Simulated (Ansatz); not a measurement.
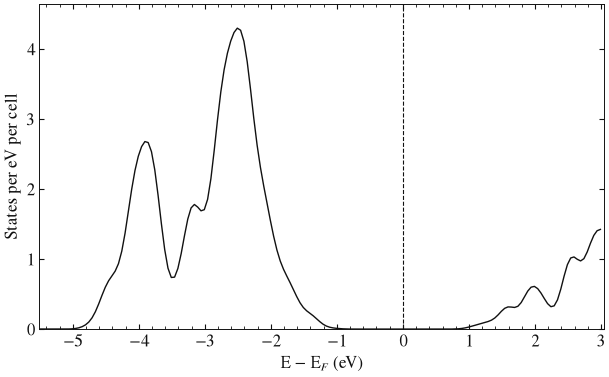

Density of states. Energies are counted from the Fermi level, put mid-gap where there is a gap. The curve is built from the levels of the k mesh with Gaussians 0.3 eV wide, which also blur the band edges.

Input of the run:

```
crystal:
  lattice:
    - [-0.0902130674, 2.8773220443, 2.8773220443]
    - [2.8773220443, -0.0902130674, 2.8773220443]
    - [2.8773220443, 2.8773220443, -0.0902130674]
  atoms:
    - { symbol: Ca, position: [0.0, 0.0, 0.0] }
    - { symbol: Se, position: [0.5, 0.5, 0.5] }
kpoints:
  mp_grid: { grid: [8, 8, 8] }
  band_path:
    path:
      - [0.0, 0.0, 0.0]
      - [0.5, 0.0, 0.5]
      - [0.625, 0.25, 0.625]
      - [0.375, 0.375, 0.75]
      - [0.5, 0.5, 0.5]
      - [0.5, 0.25, 0.75]
      - [0.0, 0.5, 0.5]
    npoints: 1
hamiltonian:
  xc: r2scan
scf:
  occupations: { method: fixed }
  n_extra_bands: 4
output:
  forces: true
  stress: true
  eigenvalues: true
```

Command:
```bash
ansatz run input.yaml --threads 4 --pin off --max-ram 3686MiB --backend cpu --events-out ev --progress --plain --runs-dir out
```

> Is there a gap at the Fermi level, and how wide?

There is a gap; over the k points computed it is 2.22 eV (indirect; the smallest direct gap is 3.25 eV).

> How wide is the upper valence band?

The upper group of valence states starts about 3.6 eV under the valence-band top (which lies at −1.1 eV on this axis), with a gap beneath it; it holds about 6 electrons a cell.
